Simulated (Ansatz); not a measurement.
ZrN: geometry relaxation (part 2 of 2)

ZrN (Fm-3m, 2 atoms in the cell); DFT PBEsol, scalar-relativistic, plane waves, PAW, no spin polarisation (Ansatz 0.2.0); cutoff 420 eV, 16×16×16 k-mesh, Gaussian smearing of 0.1 eV. The structure derives from an entry of the Crystallography Open Database.

Geometry of the input (Å; fractional positions):
```
0.0000  2.2842  2.2842
2.2842  0.0000  2.2842
2.2842  2.2842  0.0000
Zr 0.0000  0.0000  0.0000
N  0.5000  0.5000  0.5000
```

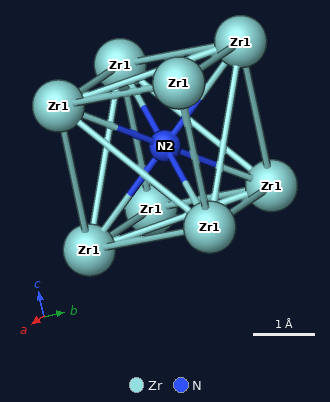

**Figure 1.** The geometry at step 2 of the log (ball-and-stick view of the cell of the calculation, seen slightly off an axis; atoms are numbered from 1 in the order of the input).

## What the program printed, continued
```
SCF iter   1: F=—  HF=-4510.977299 eV  |F-HF|=—  |Δ(HF+E_count)|=         —  Δρ=5.23e-5  dr2=1.05e-7  ethr=2.92e-8  ⟨swp⟩=3.4  Hψ=15267  notcnv=0
preconditioner: auto → none  [metal: Δε(μ)=0.009 eV  Ē_g=18.949 eV  σ=0.100 eV  W_gap=0.05  n_scr=8 (ndim 8)  ℏωp=29.6 eV  f_vac=0.000  D(μ)=0.74/eV (n_scr^D=0)]
SCF iter   2: F=—  HF=-4510.977298 eV  |F-HF|=—  |Δ(HF+E_count)|=   1.02e-6  Δρ=2.44e-5  dr2=1.58e-8  ethr=6.17e-10  ⟨swp⟩=2.1  Hψ=2510  notcnv=0
SCF iter   3: F=—  HF=-4510.977298 eV  |F-HF|=—  |Δ(HF+E_count)|=   3.42e-8  Δρ=3.28e-6  dr2=2.97e-10  ethr=9.29e-11  ⟨swp⟩=2.0  Hψ=2470  notcnv=0
iter 4 did not close the SCF: its close was put off for the readings that it lacked (scf_convergence_deferred on its scf_iter line)
SCF iter   4: F=-4510.977298 eV  HF=-4510.977298 eV  |F-HF|=0.00e0  |Δ(HF+E_count)|=  7.63e-10  Δρ=2.39e-7  dr2=4.90e-12  ethr=1.74e-12  ⟨swp⟩=2.1  Hψ=2610  notcnv=0
iter 5 did not close the SCF: its close was put off for the readings that it lacked (scf_convergence_deferred on its scf_iter line)
SCF iter   5: F=-4510.977298 eV  HF=-4510.977298 eV  |F-HF|=2.73e-12  |Δ(HF+E_count)|=  9.09e-13  Δρ=4.60e-8  dr2=2.28e-13  ethr=1.00e-12  ⟨swp⟩=1.0  Hψ=1885  notcnv=0
iter 6 did not close the SCF: its close was put off for the readings that it lacked (scf_convergence_deferred on its scf_iter line)
SCF iter   6: F=-4510.977298 eV  HF=-4510.977298 eV  |F-HF|=0.00e0  |Δ(HF+E_count)|=  9.09e-13  Δρ=3.97e-9  dr2=2.70e-15  ethr=1.00e-12  ⟨swp⟩=1.0  Hψ=1885  notcnv=0
iter 7 did not close the SCF: its close was put off for the readings that it lacked (scf_convergence_deferred on its scf_iter line)
SCF iter   7: F=-4510.977298 eV  HF=-4510.977298 eV  |F-HF|=9.09e-13  |Δ(HF+E_count)|=  1.82e-12  Δρ=7.41e-10  dr2=6.01e-17  ethr=1.00e-12  ⟨swp⟩=1.0  Hψ=1885  notcnv=0
SCF iter   8: F=-4510.977298 eV  HF=-4510.977298 eV  |F-HF|=1.82e-12  |Δ(HF+E_count)|=    0.00e0  Δρ=1.09e-10  dr2=1.32e-18  ethr=1.00e-12  ⟨swp⟩=2.0  Hψ=4726  notcnv=0
SCF 4 converged in 8 iterations: F = -4510.977298 eV  dr2 = 1.32e-18
relax step   4: F+E_penalty+E_count = -4510.97729828 eV  Δ(F+E_penalty+E_count) = +6.050e-4 eV  max|allowed force component| = 5.095e-30 eV/Å  Δτ_max = 0.0000 Å  P = -0.068 GPa  Ω = 23.589 Å³  stress off target by 6.82e-2 GPa  SCF on the basis re-selected at this cell (its energy is not comparable with the rows above)  (8 SCF iters)
basis re-selected at this cell: Δ(F+E_penalty+E_count) = +6.050e-4 eV, ΔP = -0.037 GPa vs the last step (what re-selecting the basis moved, of the pressure what is left beyond the Pulay correction that the steps carried, after the strain that the cell walked since its last selection, with what the two solves' SCF thresholds leave and, on support functions, any second-order correction that the steps lacked; it is no measure of the basis error at this ecutwfc). This SCF's stress stands 6.82e-2 GPa from its target on what of the cell is left free (relax.cell.stress_tol is 5.00e-2 GPa) and its largest allowed force component is 5.09e-30 eV/Å (relax.f_tol is 5.00e-3 eV/Å): not within both, so this SCF does not close the relaxation
Crystal: 2 atoms, lattice volume = 23.583 Å³
iter 1 solved again at ethr=2.38e-9 eV; its pass at ethr=3.10e-3 eV (dr2=4.04e-7 eV) is discarded
SCF iter   1: F=—  HF=-4510.977315 eV  |F-HF|=—  |Δ(HF+E_count)|=         —  Δρ=3.80e-5  dr2=3.72e-7  ethr=2.38e-9  ⟨swp⟩=1.2  Hψ=10244  notcnv=0
preconditioner: auto → none  [metal: Δε(μ)=0.009 eV  Ē_g=18.951 eV  σ=0.100 eV  W_gap=0.05  n_scr=8 (ndim 8)  ℏωp=29.6 eV  f_vac=0.000  D(μ)=0.74/eV (n_scr^D=0)]
SCF iter   2: F=—  HF=-4510.977314 eV  |F-HF|=—  |Δ(HF+E_count)|=   9.60e-7  Δρ=9.76e-6  dr2=3.03e-8  ethr=2.19e-9  ⟨swp⟩=2.1  Hψ=2192  notcnv=0
iter 3 did not close the SCF: its close was put off for the readings that it lacked (scf_convergence_deferred on its scf_iter line)
SCF iter   3: F=-4510.977314 eV  HF=-4510.977314 eV  |F-HF|=3.19e-10  |Δ(HF+E_count)|=   6.77e-9  Δρ=1.67e-6  dr2=6.04e-10  ethr=1.78e-10  ⟨swp⟩=2.0  Hψ=2177  notcnv=0
iter 4 did not close the SCF: its close was put off for the readings that it lacked (scf_convergence_deferred on its scf_iter line)
SCF iter   4: F=-4510.977314 eV  HF=-4510.977314 eV  |F-HF|=9.09e-13  |Δ(HF+E_count)|=  7.28e-11  Δρ=2.35e-7  dr2=5.75e-12  ethr=3.55e-12  ⟨swp⟩=2.1  Hψ=2438  notcnv=0
iter 5 did not close the SCF: its close was put off for the readings that it lacked (scf_convergence_deferred on its scf_iter line)
SCF iter   5: F=-4510.977314 eV  HF=-4510.977314 eV  |F-HF|=0.00e0  |Δ(HF+E_count)|=  9.09e-13  Δρ=1.72e-8  dr2=2.04e-14  ethr=1.00e-12  ⟨swp⟩=1.0  Hψ=1885  notcnv=0
iter 6 did not close the SCF: its close was put off for the readings that it lacked (scf_convergence_deferred on its scf_iter line)
SCF iter   6: F=-4510.977314 eV  HF=-4510.977314 eV  |F-HF|=9.09e-13  |Δ(HF+E_count)|=    0.00e0  Δρ=3.45e-9  dr2=6.42e-16  ethr=1.00e-12  ⟨swp⟩=1.0  Hψ=1885  notcnv=0
SCF iter   7: F=-4510.977314 eV  HF=-4510.977314 eV  |F-HF|=2.73e-12  |Δ(HF+E_count)|=  9.09e-13  Δρ=5.28e-10  dr2=1.56e-17  ethr=1.00e-12  ⟨swp⟩=2.1  Hψ=5588  notcnv=0
SCF 5 converged in 7 iterations: F = -4510.977314 eV  dr2 = 1.56e-17
relax step   5: F+E_penalty+E_count = -4510.97731382 eV  Δ(F+E_penalty+E_count) = -1.555e-5 eV  max|allowed force component| = 7.034e-30 eV/Å  Δτ_max = 0.0000 Å  P = -0.001 GPa  Ω = 23.583 Å³  energy of the carried Pulay correction = +1.428e-5 eV  (7 SCF iters, accepted)
iter 1 solved again at ethr=2.90e-8 eV; its pass at ethr=3.10e-3 eV (dr2=4.93e-6 eV) is discarded
SCF iter   1: F=—  HF=-4510.977315 eV  |F-HF|=—  |Δ(HF+E_count)|=         —  Δρ=2.46e-7  dr2=7.15e-12  ethr=2.90e-8  ⟨swp⟩=3.4  Hψ=15267  notcnv=0
eigensolver tolerance schedule: the retry pair's looser diagonalisation over-reported the residual by 689817.58 of it (diagonalisation noise at an unbounded share of the residual, at the tolerance the schedule requests for it); recorded, not acted on — ethr = c·dr2/N_el stays at c = 1.0e-1
preconditioner: auto → none  [metal: Δε(μ)=0.009 eV  Ē_g=18.950 eV  σ=0.100 eV  W_gap=0.05  n_scr=8 (ndim 8)  ℏωp=29.6 eV  f_vac=0.000  D(μ)=0.74/eV (n_scr^D=0)]
SCF iter   2: F=—  HF=-4510.977314 eV  |F-HF|=—  |Δ(HF+E_count)|=   8.07e-7  Δρ=1.53e-7  dr2=3.46e-12  ethr=1.00e-12  ⟨swp⟩=2.7  Hψ=3713  notcnv=0
iter 3 did not close the SCF: its close was put off for the readings that it lacked (scf_convergence_deferred on its scf_iter line)
SCF iter   3: F=-4510.977314 eV  HF=-4510.977314 eV  |F-HF|=1.82e-12  |Δ(HF+E_count)|=  9.09e-13  Δρ=9.19e-8  dr2=1.12e-12  ethr=1.00e-12  ⟨swp⟩=1.0  Hψ=1885  notcnv=0
iter 4 did not close the SCF: its close was put off for the readings that it lacked (scf_convergence_deferred on its scf_iter line)
SCF iter   4: F=-4510.977314 eV  HF=-4510.977314 eV  |F-HF|=2.73e-12  |Δ(HF+E_count)|=  2.73e-12  Δρ=5.13e-8  dr2=3.16e-13  ethr=1.00e-12  ⟨swp⟩=1.0  Hψ=1885  notcnv=0
iter 5 did not close the SCF: its close was put off for the readings that it lacked (scf_convergence_deferred on its scf_iter line)
SCF iter   5: F=-4510.977314 eV  HF=-4510.977314 eV  |F-HF|=0.00e0  |Δ(HF+E_count)|=  1.82e-12  Δρ=4.27e-8  dr2=2.19e-13  ethr=1.00e-12  ⟨swp⟩=1.0  Hψ=1885  notcnv=0
iter 6 did not close the SCF: its close was put off for the readings that it lacked (scf_convergence_deferred on its scf_iter line)
SCF iter   6: F=-4510.977314 eV  HF=-4510.977314 eV  |F-HF|=9.09e-13  |Δ(HF+E_count)|=  9.09e-13  Δρ=1.60e-8  dr2=2.67e-14  ethr=1.00e-12  ⟨swp⟩=1.0  Hψ=1885  notcnv=0
SCF iter   7: F=-4510.977314 eV  HF=-4510.977314 eV  |F-HF|=2.73e-12  |Δ(HF+E_count)|=  1.82e-12  Δρ=1.43e-8  dr2=2.49e-14  ethr=1.00e-12  ⟨swp⟩=2.0  Hψ=5426  notcnv=0
SCF 6 converged in 7 iterations: F = -4510.977314 eV  dr2 = 2.49e-14
relax step   6: F+E_penalty+E_count = -4510.97731382 eV  Δ(F+E_penalty+E_count) = -9.095e-13 eV  max|allowed force component| = 7.889e-30 eV/Å  Δτ_max = 0.0000 Å  P = -0.001 GPa  Ω = 23.583 Å³  stress off target by 1.49e-3 GPa  SCF on the basis re-selected at this cell (its energy is not comparable with the rows above)  (7 SCF iters)
basis re-selected at this cell: Δ(F+E_penalty+E_count) = -9.095e-13 eV, ΔP = -0.000 GPa vs the last step (what re-selecting the basis moved, of the pressure what is left beyond the Pulay correction that the steps carried, after the strain that the cell walked since its last selection, with what the two solves' SCF thresholds leave and, on support functions, any second-order correction that the steps lacked; it is no measure of the basis error at this ecutwfc). This SCF's stress stands 1.49e-3 GPa from its target on what of the cell is left free (relax.cell.stress_tol is 5.00e-2 GPa) and its largest allowed force component is 7.89e-30 eV/Å (relax.f_tol is 5.00e-3 eV/Å): within both
SCF converged after 7 iterations
Free energy (F): -4510.977314 eV
Harris-Foulkes:  -4510.977314 eV  (|F-HF|=2.73e-12)
Internal energy: -4510.973590 eV  (E = F + TS)
E sigma→0 (E₀):  -4510.975452 eV
Entropy (-TS):   -0.003724 eV (-1.862 meV/atom)
Fermi energy:    17.921439 eV
--- Per-component energies (eV) ---
  E_band       = -20.714698
  E_kinetic    = 468.197061
  E_local      = -610.636555  (includes V_loc(G=0)·N_el)
  E_nonlocal   = 124.917185
  E_hartree    = 183.318718
  E_xc         = -222.834730
  E_vxc        = -270.164859  (∫ρ·V_xc dr)
  E_paw        = -3021.799136  (= ΣΔE_a)
  E_vpaw       = -99.665081  (= ΣTr[D̂ρ^β])
  E_aug_tail   = 0.000115  (compensation charges beyond the density's cutoff)
  E_ewald      = -1432.330067
  E_core_change = 0.193819  (= ΣΔE_core)
  E_smearing   = -0.003724  (= −TS)
  E_closure    = -0.000000  (closes the sum)
  Σ components = -4510.977314   (vs F -4510.977314, Δ=0.00e0)
--- Forces (eV/Å), atoms counted from 1 ---
  atom   1  Zr    -0.00000000     0.00000000     0.00000000
  atom   2  N      0.00000000    -0.00000000    -0.00000000
  max |Σ_I F_I| component: 7.36e-30 eV/Å
--- Stress (GPa, compression-positive) ---
       -0.001495      -0.000000      -0.000000
       -0.000000      -0.001495      -0.000000
       -0.000000      -0.000000      -0.001495
  P = ⅓ Tr σ = -0.0015 GPa (-0.015 kbar)
--- Band table (eV; the first three rows and the last of 145) ---
  k-point 0: bands = ["-31.4605", "-9.0855", "-9.0855", "-9.0855", "1.6264", "15.2710", "15.2710", "15.2710", "17.5039", "17.5039", "17.5039", "19.5524", "19.5524"]
  k-point 1: bands = ["-31.4545", "-9.1406", "-9.0894", "-9.0894", "1.7125", "14.9135", "15.0243", "15.0243", "17.6305", "17.6305", "17.6344", "19.8601", "19.8601"]
  k-point 2: bands = ["-31.4376", "-9.2937", "-9.1005", "-9.1005", "1.9568", "14.1069", "14.4678", "14.4678", "17.8808", "17.9555", "17.9555", "20.6435", "20.6435"]
  k-point 144: bands = ["-31.2503", "-9.7947", "-9.7947", "-9.5484", "2.8042", "12.4118", "13.1675", "13.1675", "18.9814", "18.9814", "22.6654", "22.7798", "24.0521"]
--- Relaxed structure (4 steps of the walk, 4 accepted, 2 SCFs on fresh bases) ---
  F+E_penalty+E_count = -4510.97731382 eV   max|allowed force component| = 7.889e-30 eV/Å   (the final SCF, on the basis selected at the relaxed cell)
  cell:  # Å, volume = 23.5830 Å³
    - [4.904295581662004e-34, 2.276091595847528, 2.276091595847528]
    - [2.276091595847528, -8.279979553455325e-35, 2.276091595847528]
    - [2.276091595847528, 2.276091595847528, -1.0827665569903128e-33]
  atoms:
    - { symbol: Zr, position: [8.431418659187402e-35, -1.826807376157101e-34, -1.545760087517581e-34] }
    - { symbol: N, position: [0.5, 0.5, 0.5] }
```

## Trajectory as extended XYZ (Å, eV, eV/Å), 6 frames, from step=1 to step=6
```
2
Lattice="0.0000 2.2842 2.2842 2.2842 0.0000 2.2842 2.2842 2.2842 0.0000" Properties=species:S:1:pos:R:3:forces:R:3 step=1 energy=-4510.97508 pressure_GPa=-2.82
Zr    0.0000    0.0000    0.0000    0.0000   0.0000   0.0000
N     2.2842    2.2842    2.2842    0.0000   0.0000   0.0000
2
Lattice="0.0000 2.2711 2.2711 2.2711 0.0000 2.2711 2.2711 2.2711 0.0000" Properties=species:S:1:pos:R:3:forces:R:3 step=2 energy=-4510.97738 pressure_GPa=1.87
Zr    0.0000    0.0000    0.0000    0.0000   0.0000   0.0000
N     2.2711    2.2711    2.2711    0.0000   0.0000   0.0000
2
Lattice="0.0000 2.2763 2.2763 2.2763 0.0000 2.2763 2.2763 2.2763 0.0000" Properties=species:S:1:pos:R:3:forces:R:3 step=3 energy=-4510.97790 pressure_GPa=-0.03
Zr    0.0000    0.0000    0.0000    0.0000   0.0000   0.0000
N     2.2763    2.2763    2.2763    0.0000   0.0000   0.0000
2
Lattice="0.0000 2.2763 2.2763 2.2763 0.0000 2.2763 2.2763 2.2763 0.0000" Properties=species:S:1:pos:R:3:forces:R:3 step=4 energy=-4510.97730 pressure_GPa=-0.07
Zr    0.0000    0.0000    0.0000    0.0000   0.0000   0.0000
N     2.2763    2.2763    2.2763    0.0000   0.0000   0.0000
2
Lattice="0.0000 2.2761 2.2761 2.2761 0.0000 2.2761 2.2761 2.2761 0.0000" Properties=species:S:1:pos:R:3:forces:R:3 step=5 energy=-4510.97731 pressure_GPa=-0.00
Zr    0.0000    0.0000    0.0000    0.0000   0.0000   0.0000
N     2.2761    2.2761    2.2761    0.0000   0.0000   0.0000
2
Lattice="0.0000 2.2761 2.2761 2.2761 0.0000 2.2761 2.2761 2.2761 0.0000" Properties=species:S:1:pos:R:3:forces:R:3 step=6 energy=-4510.97731 pressure_GPa=-0.00
Zr    0.0000    0.0000    0.0000    0.0000   0.0000   0.0000
N     2.2761    2.2761    2.2761    0.0000   0.0000   0.0000
```

## Results in brief

- outcome: converged
- space group (tolerance 0.01 Å): Fm-3m (225)
- electrons treated: 17
- free energy: −4510.9773 eV
- Fermi energy: 17.921 eV
- gap on the k-point mesh: none (metallic)
- pressure: 0.00 GPa
- final volume: 23.58 Å³
- largest force (length of the vector) at the end: under 0.001 eV/Å
- final cell: a = 3.219 Å, b = 3.219 Å, c = 3.219 Å, α = 60.00°, β = 60.00°, γ = 60.00°
- hardware: 2 threads of Arm Neoverse N1, 24 GiB of memory available, shared host
- wall time: 16 s (CPU time 31 s)
- peak memory: 0.35 GiB

The cell holds an odd number of electrons but the run has no spin polarisation, so a band is left half filled.
